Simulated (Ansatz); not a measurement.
## Run report: W$_{4}$S$_{7}$, geometry relaxation (part 3 of 3)

The same run, continued: W$_{4}$S$_{7}$ (slab, 11 atoms in the cell); DFT PBE+D3(BJ), scalar-relativistic, plane waves, PAW, spin-polarised (Ansatz 0.2.0); cutoff 420 eV, 6×6×1 k-mesh, Gaussian smearing of 0.05 eV, collinear spins. The structure derives from a Materials Project entry. It belongs to a series of runs on one base structure; here: S vacancy, atoms relaxed.

Geometry of the input (Å; fractional positions):
```
6.3210  0.0000  0.0000
-3.1605  5.4742  0.0000
0.0000  0.0000  21.1516
S  0.1667  0.3333  0.4255
S  0.1667  0.8333  0.4255
S  0.6667  0.3333  0.4255
S  0.6667  0.8333  0.4255
W  0.3333  0.1667  0.5000
W  0.3333  0.6667  0.5000
W  0.8333  0.1667  0.5000
W  0.8333  0.6667  0.5000
S  0.1667  0.8333  0.5745
S  0.6667  0.3333  0.5745
S  0.6667  0.8333  0.5745
```

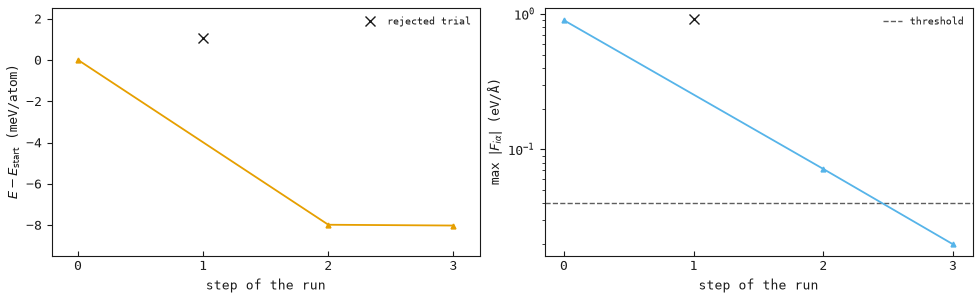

Figure 1. Progress of the relaxation, step by step (the first geometry is step 0 here and step 1 in the log).

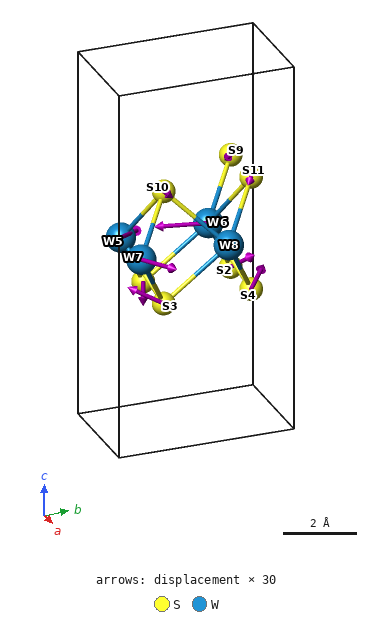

Figure 2. The starting structure with the displacements as pink arrows, magnified 30 times (ball-and-stick view of the cell of the calculation, with the vacuum cut short, seen slightly off an axis). The largest moves, 0.051 Å, are those of W5, W6 and W7. By element the largest moves are W 0.051 Å, S 0.038 Å. The cell doesn't change. Among the contacts that change: S1–W5 2.411 → 2.387 Å, W5–S10 2.411 → 2.431 Å, S2–W8 2.411 → 2.425 Å, W8–S10 2.411 → 2.401 Å. Among the angles that change: W6–S4–W7 81.9° → 84.9°, S3–W7–S11 135.5° → 132.7°. The energy falls by 8.0 meV per atom in 3 geometry steps. The largest force component goes from 0.9 to 0.02 eV/Å. The line search rejected the trial step at point 1 (counted from 0) and went back. (Atoms are counted from 1 in the order of the input.)

```
SCF converged after 7 iterations
Stability not checked: this state was not tested for a lower state beside it, because the mixer in use, unlike msr1, does not test its closes by its own steps (another_mixer; see scf.mixing.algorithm and scf.lower_state_search)
Magnetization: 0.0000 μB (49.0000 up, 49.0000 down)
Absolute magnetization: 0.0000 μB (∫|ρ↑−ρ↓|, with the PAW one-centre terms)
Spin contamination: 0.0000 ħ² per cell (⟨S²⟩ above its minimum at these occupations)
Per-site moments (μB) at R_I (Å): [(-4.7268054304476504e-7, 0.9847131302439287), (-2.409829650613431e-7, 0.9926492437992639), (-2.409829650959428e-7, 0.992649243799264), (-2.409829650696675e-7, 0.992649243799264), (2.5486261423425766e-7, 0.9847131302439288), (2.5486261438169216e-7, 0.9847131302439287), (2.5486261430089935e-7, 0.9847131302439288), (2.5166807339248677e-7, 0.9904162147215955), (2.3945895497612015e-7, 0.990416214721596), (2.394589549798349e-7, 0.990416214721596), (2.3945895499525817e-7, 0.9904162147215955)]
Free energy (F): -47863.967959 eV
Harris-Foulkes:  -47863.967959 eV  (|F-HF|=1.13e-8)
Internal energy: -47863.967959 eV  (E = F + TS)
E sigma→0 (E₀):  -47863.967959 eV
Fermi energy:    -0.505714 eV
Dipole field:    D = -0.000325 V/Å  (p = -0.001315 e·Å, saw-weighted, corrected)
Work function:   Φ+ = 5.0990 eV   Φ− = 5.0922 eV
Levels:          The Fermi level and band energies are counted from a zero that moves with the ramp; work functions are not
--- Per-component energies (eV) ---
  E_band       = -1959.234276
  E_kinetic    = 2547.342730
  E_local      = -62861.867992  (includes V_loc(G=0)·N_el)
  E_nonlocal   = 201.123573
  E_hartree    = 30127.331999
  E_xc         = -1746.184612
  E_vxc        = -1565.459902  (∫ρ·V_xc dr)
  E_paw        = -38451.892405  (= ΣΔE_a)
  E_vpaw       = -535.043610  (= ΣTr[D̂ρ^β])
  E_aug_tail   = -0.000249  (compensation charges beyond the density's cutoff)
  E_efield     = 0.000000  (sawtooth field / dipole correction)
  E_vefield    = -0.003091  (∫n·V_field dr)
  E_ewald      = 22323.359979
  E_disp       = -3.180982  (pairwise vdW)
  E_smearing   = -0.000000  (= −TS)
  E_closure    = 0.000000  (closes the sum)
  Σ components = -47863.967959   (vs F -47863.967959, Δ=0.00e0)
--- Forces (eV/Å), atoms counted from 1 ---
  atom   1  S     -0.00000000     0.00000000    -0.00023675
  atom   2  S      0.00080217     0.00046313    -0.00231425
  atom   3  S      0.00000000    -0.00092626    -0.00231425
  atom   4  S     -0.00080217     0.00046313    -0.00231425
  atom   5  W      0.00083490    -0.00048203    -0.00715473
  atom   6  W      0.00000000     0.00096406    -0.00715473
  atom   7  W     -0.00083490    -0.00048203    -0.00715473
  atom   8  W     -0.00000000     0.00000000     0.01992581
  atom   9  S     -0.00327510    -0.00189088     0.00290454
  atom  10  S      0.00000000     0.00378176     0.00290454
  atom  11  S      0.00327510    -0.00189088     0.00290454
  max |Σ_I F_I| component: 4.25e-6 eV/Å
--- Band table (eV; the first three rows and the last of 14) ---
  k-point 0 ↑: bands = ["-75.1123", "-74.9948", "-74.9809", "-74.9809", "-39.5581", "-39.5581", "-39.3555", "-39.3361", "-39.2650", "-39.2598", "-39.2598", "-39.2476", "-39.2105", "-39.2105", "-39.0343", "-39.0343", "-15.7165", "-14.1663", "-13.7951", "-13.7951", "-13.5907", "-13.4674", "-13.4674", "-7.7133", "-7.2955", "-7.2840", "-7.2840", "-6.2978", "-5.8595", "-5.8595", "-5.4070", "-5.4070", "-4.9527", "-4.4334", "-4.1114", "-4.1114", "-3.5481", "-3.5481", "-3.3876", "-3.1645", "-3.1645", "-2.5040", "-2.5040", "-2.4012", "-2.2717", "-1.8722", "-1.8722", "-1.3708", "-0.9291", "0.4525", "0.4525", "1.8791", "1.8791", "2.0037", "2.0037", "2.0722", "2.2226", "2.2694", "2.2694", "2.9144", "2.9144"]
  k-point 1 ↑: bands = ["-75.1122", "-74.9941", "-74.9816", "-74.9809", "-39.5470", "-39.5379", "-39.3540", "-39.3221", "-39.2773", "-39.2762", "-39.2576", "-39.2465", "-39.2130", "-39.2105", "-39.0530", "-39.0371", "-15.6102", "-14.1359", "-13.9302", "-13.8008", "-13.6223", "-13.5104", "-13.4611", "-7.5312", "-7.2249", "-7.1461", "-7.0704", "-6.2815", "-5.8371", "-5.7672", "-5.4099", "-5.3902", "-4.9147", "-4.4569", "-4.3187", "-4.0284", "-3.8561", "-3.5142", "-3.4890", "-3.1601", "-3.1255", "-2.8759", "-2.7198", "-2.5745", "-2.2597", "-1.9859", "-1.8006", "-1.3789", "-0.9643", "0.3254", "0.4543", "1.7129", "1.7499", "1.8371", "1.9900", "2.0251", "2.1102", "2.2686", "2.3523", "2.8103", "2.9568"]
  k-point 2 ↑: bands = ["-75.1120", "-74.9925", "-74.9834", "-74.9809", "-39.5216", "-39.4830", "-39.3510", "-39.3360", "-39.3016", "-39.2756", "-39.2532", "-39.2432", "-39.2188", "-39.2105", "-39.0998", "-39.0429", "-15.3127", "-14.3398", "-14.0190", "-13.8120", "-13.6904", "-13.5855", "-13.4484", "-7.1109", "-6.9067", "-6.8292", "-6.6292", "-6.2738", "-5.7814", "-5.6228", "-5.4545", "-5.3094", "-4.9648", "-4.6826", "-4.4885", "-4.3565", "-3.8590", "-3.8511", "-3.7528", "-3.3844", "-3.2906", "-3.1309", "-2.8081", "-2.7971", "-2.2789", "-2.0353", "-1.7967", "-1.5487", "-1.1652", "0.0940", "0.5018", "1.3976", "1.5172", "1.5563", "1.8395", "1.9787", "2.2822", "2.2847", "2.4312", "2.5264", "2.6932"]
  k-point 6 ↓: bands = ["-75.1119", "-74.9906", "-74.9856", "-74.9808", "-39.4605", "-39.4543", "-39.3888", "-39.3488", "-39.3094", "-39.2886", "-39.2384", "-39.2302", "-39.2154", "-39.2090", "-39.1426", "-39.0549", "-14.7282", "-14.7091", "-14.3428", "-13.8531", "-13.7840", "-13.4795", "-13.4057", "-6.7264", "-6.3763", "-6.3648", "-6.3604", "-6.2223", "-5.7434", "-5.6234", "-5.6023", "-5.2742", "-5.1282", "-4.7115", "-4.7086", "-4.6825", "-4.4979", "-4.1073", "-4.1036", "-3.5255", "-3.4150", "-3.0799", "-2.9234", "-2.4906", "-2.2095", "-2.1166", "-1.7512", "-1.5409", "-1.1194", "-0.0803", "0.7786", "0.8404", "1.0215", "1.3545", "1.7256", "1.8600", "1.8960", "2.0126", "2.2956", "2.3915", "2.6799"]
--- Relaxed structure (4 steps of the walk, 3 accepted, 0 SCFs on fresh bases) ---
  F+E_penalty+E_count = -47863.96795874 eV   max|allowed force component| = 1.993e-2 eV/Å
  atoms:
    - { symbol: S, position: [0.1666666666666667, 0.33333333333333337, 0.42439918982590963] }
    - { symbol: S, position: [0.17287189802425773, 0.8364359490121288, 0.4262865937370979] }
    - { symbol: S, position: [0.6635640509878713, 0.3271281019757424, 0.4262865937370979] }
    - { symbol: S, position: [0.6635640509878713, 0.8364359490121288, 0.4262865937370979] }
    - { symbol: W, position: [0.3287070011260632, 0.17129299887393676, 0.499914982914489] }
    - { symbol: W, position: [0.3287070011260632, 0.6574140022521263, 0.499914982914489] }
    - { symbol: W, position: [0.8425859977478736, 0.17129299887393676, 0.499914982914489] }
    - { symbol: W, position: [0.8333333333333334, 0.6666666666666667, 0.49992048920550447] }
    - { symbol: S, position: [0.16502781950644746, 0.8325139097532236, 0.5741914163379417] }
    - { symbol: S, position: [0.6674860902467764, 0.33497218049355254, 0.5741914163379417] }
    - { symbol: S, position: [0.6674860902467763, 0.8325139097532236, 0.5741914163379417] }
--- Löwdin populations: 11 sites ---
  site symbol       q [e]    m [muB]
     0      S      6.0944    -0.0000
     1      S      6.0943    -0.0000
     2      S      6.0943    -0.0000
     3      S      6.0943    -0.0000
     4      W     13.5706     0.0000
     5      W     13.5706     0.0000
     6      W     13.5706     0.0000
     7      W     13.5470     0.0000
     8      S      6.1316     0.0000
     9      S      6.1316     0.0000
    10      S      6.1316     0.0000
  spilling = 0.009886 (of n_electrons = 98.000000)
```

**File populations.tsv**
```
# site	symbol	l	j	q_up	q_dn
# orbitals = lowdin
# n_electrons = 98.000000
# spilling = 0.009886
0	S	0_3S	-	0.887255	0.887255
0	S	1_3P	-	2.159958	2.159958
1	S	0_3S	-	0.895127	0.895127
1	S	1_3P	-	2.152041	2.152041
2	S	0_3S	-	0.895127	0.895127
2	S	1_3P	-	2.152041	2.152041
3	S	0_3S	-	0.895127	0.895127
3	S	1_3P	-	2.152041	2.152041
4	W	0_5S	-	0.989748	0.989748
4	W	0_6S	-	0.333528	0.333528
4	W	1_5P	-	2.997356	2.997356
4	W	2_5D	-	2.464672	2.464672
5	W	0_5S	-	0.989748	0.989748
5	W	0_6S	-	0.333528	0.333528
5	W	1_5P	-	2.997356	2.997356
5	W	2_5D	-	2.464672	2.464672
6	W	0_5S	-	0.989748	0.989748
6	W	0_6S	-	0.333528	0.333528
6	W	1_5P	-	2.997356	2.997356
6	W	2_5D	-	2.464672	2.464672
7	W	0_5S	-	0.988610	0.988610
7	W	0_6S	-	0.305969	0.305969
7	W	1_5P	-	2.997924	2.997924
7	W	2_5D	-	2.480991	2.480990
8	S	0_3S	-	0.891738	0.891737
8	S	1_3P	-	2.174085	2.174085
9	S	0_3S	-	0.891738	0.891737
9	S	1_3P	-	2.174085	2.174085
10	S	0_3S	-	0.891738	0.891737
10	S	1_3P	-	2.174085	2.174085
```

**Trajectory as extended XYZ (Å, eV, eV/Å), 4 frames, from step=1 to step=4**
```
11
Lattice="6.3210 0.0000 0.0000 -3.1605 5.4742 0.0000 0.0000 0.0000 21.1516" Properties=species:S:1:pos:R:3:forces:R:3 step=1 energy=-47863.87970
S     0.0000    1.8247    9.0000    0.0000   0.0000   0.4095
S    -1.5803    4.5618    9.0000    0.3599   0.2078   0.0436
S     3.1605    1.8247    9.0000    0.0000  -0.4156   0.0436
S     1.5803    4.5618    9.0000   -0.3599   0.2078   0.0436
W     1.5803    0.9124   10.5758   -0.7772   0.4487  -0.3434
W     0.0000    3.6495   10.5758    0.0000  -0.8974  -0.3434
W     4.7408    0.9124   10.5758    0.7772   0.4487  -0.3434
W     3.1605    3.6495   10.5758    0.0000   0.0000   0.3838
S    -1.5803    4.5618   12.1516   -0.1149  -0.0663   0.0353
S     3.1605    1.8247   12.1516    0.0000   0.1327   0.0353
S     1.5803    4.5618   12.1516    0.1149  -0.0663   0.0353
11
Lattice="6.3210 0.0000 0.0000 -3.1605 5.4742 0.0000 0.0000 0.0000 21.1516" Properties=species:S:1:pos:R:3:forces:R:3 step=2 energy=-47863.86786 accepted=F
S     0.0000    1.8247    8.9451    0.0000   0.0000  -0.1377
S    -1.5241    4.5942    9.0381   -0.2639  -0.1524  -0.0177
S     3.1605    1.7599    9.0381    0.0000   0.3047  -0.0177
S     1.5241    4.5942    9.0381    0.2639  -0.1524  -0.0177
W     1.4884    0.9654   10.5862    0.7945  -0.4587  -0.1862
W     0.0000    3.5434   10.5862    0.0000   0.9175  -0.1862
W     4.8326    0.9654   10.5862   -0.7945  -0.4587  -0.1862
W     3.1605    3.6495   10.5638    0.0000   0.0000  -0.1439
S    -1.5861    4.5585   12.1253   -0.1144  -0.0660   0.2976
S     3.1605    1.8314   12.1253    0.0000   0.1320   0.2976
S     1.5861    4.5585   12.1253    0.1144  -0.0660   0.2976
11
Lattice="6.3210 0.0000 0.0000 -3.1605 5.4742 0.0000 0.0000 0.0000 21.1516" Properties=species:S:1:pos:R:3:forces:R:3 step=3 energy=-47863.96754
S     0.0000    1.8247    8.9765    0.0000   0.0000   0.0432
S    -1.5513    4.5785    9.0152    0.0210   0.0121   0.0373
S     3.1605    1.7913    9.0152    0.0000  -0.0242   0.0373
S     1.5513    4.5785    9.0152   -0.0210   0.0121   0.0373
W     1.5362    0.9378   10.5761    0.0041  -0.0024  -0.0717
W     0.0000    3.5986   10.5761    0.0000   0.0047  -0.0717
W     4.7848    0.9378   10.5761   -0.0041  -0.0024  -0.0717
W     3.1605    3.6495   10.5718    0.0000   0.0000   0.0488
S    -1.5891    4.5567   12.1453   -0.0002  -0.0001   0.0037
S     3.1605    1.8350   12.1453    0.0000   0.0003   0.0037
S     1.5891    4.5567   12.1453    0.0002  -0.0001   0.0037
11
Lattice="6.3210 0.0000 0.0000 -3.1605 5.4742 0.0000 0.0000 0.0000 21.1516" Properties=species:S:1:pos:R:3:forces:R:3 step=4 energy=-47863.96796
S     0.0000    1.8247    8.9767    0.0000   0.0000  -0.0002
S    -1.5508    4.5788    9.0166    0.0008   0.0005  -0.0023
S     3.1605    1.7908    9.0166    0.0000  -0.0009  -0.0023
S     1.5508    4.5788    9.0166   -0.0008   0.0005  -0.0023
W     1.5364    0.9377   10.5740    0.0008  -0.0005  -0.0072
W     0.0000    3.5988   10.5740    0.0000   0.0010  -0.0072
W     4.7846    0.9377   10.5740   -0.0008  -0.0005  -0.0072
W     3.1605    3.6495   10.5741    0.0000   0.0000   0.0199
S    -1.5880    4.5573   12.1451   -0.0033  -0.0019   0.0029
S     3.1605    1.8337   12.1451    0.0000   0.0038   0.0029
S     1.5880    4.5573   12.1451    0.0033  -0.0019   0.0029
```
